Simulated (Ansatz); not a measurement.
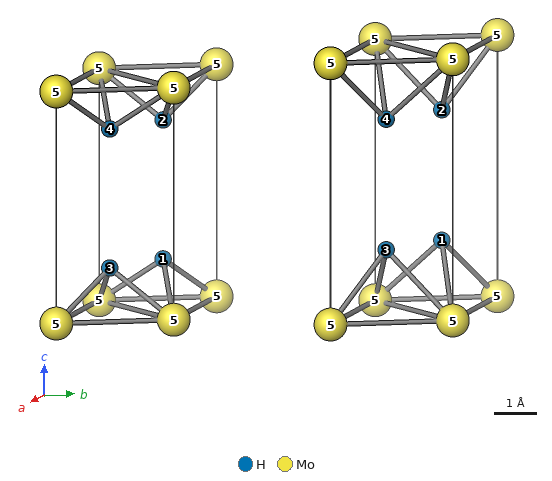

Two geometries of solid MoH4 (a generated structure, set up in P6/mmm) (coarse preliminary run), drawn at one scale. One is the start of a relaxation, the other its converged end. Style: ball-and-stick. Shown: the cell of the calculation, slightly off an axis.

All numbers below come from DFT PBE, scalar-relativistic, plane waves, PAW in Ansatz. (plane-wave cutoff 420 eV; k-point mesh 6 × 6 × 4; occupations gaussian; smearing width 0.1 eV; no spin polarisation; cell and atoms relaxed; force threshold 0.04 eV/Å; at most 70 steps)

### Which geometry has the lower energy?

The left one is the relaxed one. The largest moves relative to the cell, 0.28 Å, are those of H1, H2, H3 and H4. H4 goes along +c. Mo stays in place. Cell: a = b 2.970 → 2.851 Å (−4.0 %), c 6.414 → 5.697 Å (−11.2 %). Volume −18.1 %. Some distances before and after: H1–Mo5 2.348 → 2.003 Å, Mo5–Mo5 2.970 → 2.851 Å. The space group stays P6/mmm (No. 191). After 5 accepted moves (6 points after the start) the energy has fallen by 413 meV per atom. Largest force component: 1.6 eV/Å at the start, 0.00046 eV/Å at the end. The pressure goes from −23.89 to −0.19 GPa. At 1 point the geometry stayed and the basis and grid were re-selected for the new cell (energy shift of 1.4 meV per atom at most each time).
